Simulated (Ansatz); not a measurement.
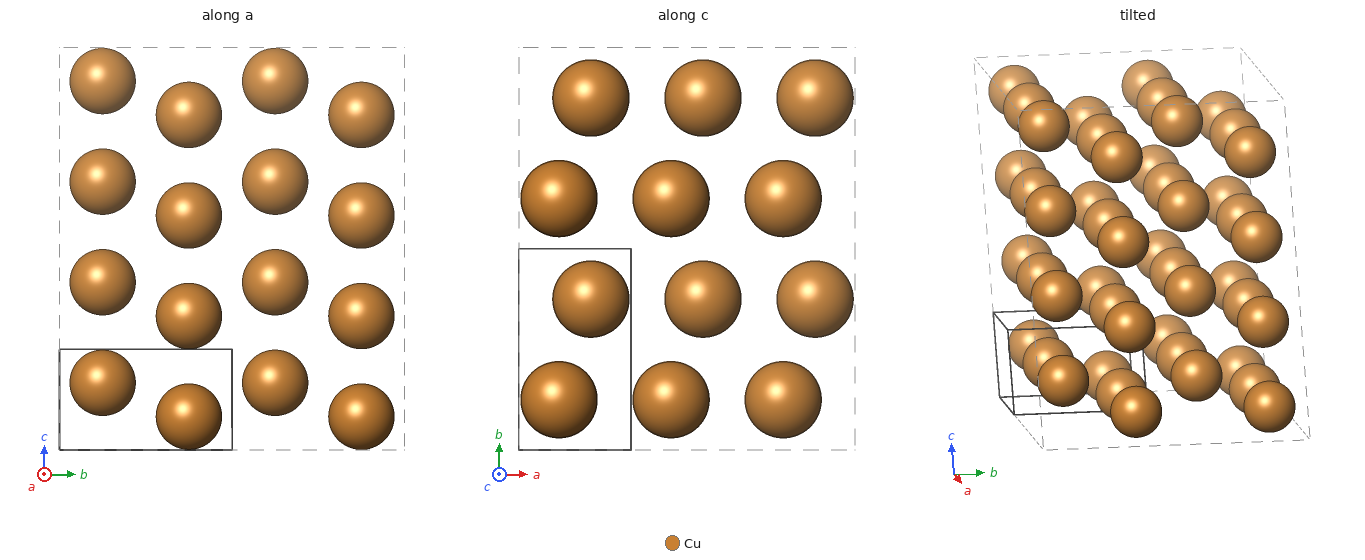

Spheres-only representation of a periodic structure, projected along the a axis, along the c axis and slightly off an axis. 3×2×4 cells are drawn; the solid outline is the conventional unit cell. Cell: a = 2.383 Å, b = 3.877 Å, c = 2.494 Å, α = 90.00°, β = 114.99°, γ = 90.00°.

In words:

- The element is copper.
- The lattice is primitive monoclinic and the space group P2_1/m (No. 11).
- The cell holds two atoms.

The initial geometry was a structure listed in the Materials Project. The cell was then strained or its atoms displaced on purpose. It was run through Ansatz as a DFT input.

At this level of theory the cell isn't at rest (compressed, at 30 GPa), so its distances can differ from those at equilibrium, the more so the softer the solid.
